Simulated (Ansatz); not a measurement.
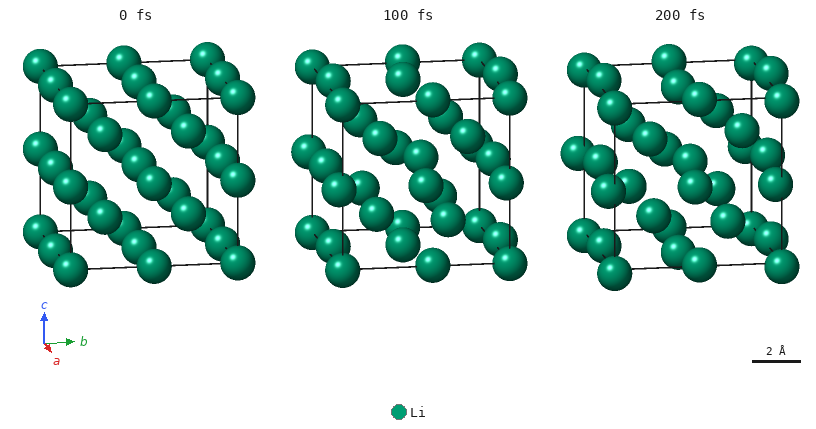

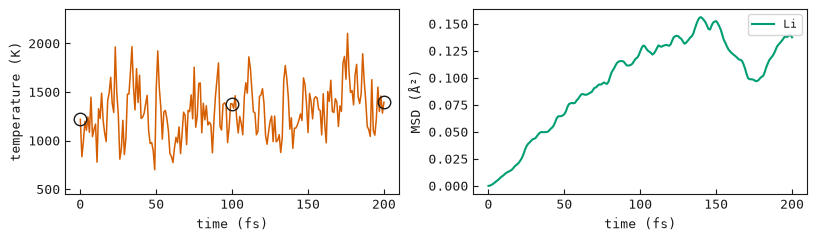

First-principles dynamics of a 16-atom cell of Li, 200 fs long. The cell was cut from the bcc crystal. Frames and the history of the run. A spheres-only model of the simulation cell, seen slightly off an axis.

The calculation used DFT PBEsol, scalar-relativistic, plane waves, PAW (Ansatz 0.2.0). Set-up: plane-wave cutoff 420 eV; k-point mesh 2 × 2 × 2; Fermi-Dirac smearing 0.11 eV; low-accuracy preset; volume 1.05 times that of the relaxed crystal; Langevin thermostat (NVT); set temperature 1300 K; time step 1 fs; friction 0.5 per fs.

The input:
```yaml
accuracy: low
crystal:
  lattice:
    - [7.094447, 0.0, 0.0]
    - [0.0, 7.094447, 0.0]
    - [0.0, 0.0, 7.094447]
  atoms:
    - { symbol: Li, position: [0.0, 0.0, 0.0] }
    - { symbol: Li, position: [0.5, 0.0, 0.0] }
    - { symbol: Li, position: [0.0, 0.5, 0.0] }
    - { symbol: Li, position: [0.0, 0.0, 0.5] }
    - { symbol: Li, position: [0.25, 0.25, 0.25] }
    - { symbol: Li, position: [0.5, 0.5, 0.0] }
    - { symbol: Li, position: [0.5, 0.0, 0.5] }
    - { symbol: Li, position: [0.75, 0.25, 0.25] }
    - { symbol: Li, position: [0.0, 0.5, 0.5] }
    - { symbol: Li, position: [0.25, 0.75, 0.25] }
    - { symbol: Li, position: [0.25, 0.25, 0.75] }
    - { symbol: Li, position: [0.5, 0.5, 0.5] }
    - { symbol: Li, position: [0.75, 0.75, 0.25] }
    - { symbol: Li, position: [0.75, 0.25, 0.75] }
    - { symbol: Li, position: [0.25, 0.75, 0.75] }
    - { symbol: Li, position: [0.75, 0.75, 0.75] }
basis:
  ecutwfc: 420.0
kpoints:
  mp_grid: { grid: [2, 2, 2] }
hamiltonian:
  xc: pbesol
scf:
  occupations: { method: fermi_dirac, width: 0.11 }
  lower_state_search: "off"
  max_iter: 57
md:
  timestep: 1
  n_steps: 200
  ensemble: nvt_langevin
  temperature: 1300.0
  initial_velocities: maxwell_boltzmann
  seed: 711023
  friction: 0.5
```

Command:
```bash
ansatz run input.yaml --threads 1 --pin off --max-ram 3072MiB --backend cpu --events-out ev --progress --plain --runs-dir out
```

### What do the frames and curves show?

Over the second half the temperature averages 1352 K (spread ±245 K). The potential energy is still drifting at the end, so the run hasn't reached equilibrium. The potential energy in the second half lies on average 67.6 meV per atom above the first frame. In the second half of the run the atoms are, in the root-mean-square, this far from where they began (common drift taken out): Li 0.36 Å. That is small against the typical shortest distance between atoms in the first frame, about 3.1 Å: the atoms vibrate about their sites and the arrangement holds. The friction is so strong that the slow modes are overdamped, and the motion no longer resembles free dynamics.

Limits of the set-up: the k-point mesh is coarse for a cell with partly filled bands; the program's low-accuracy preset was used.
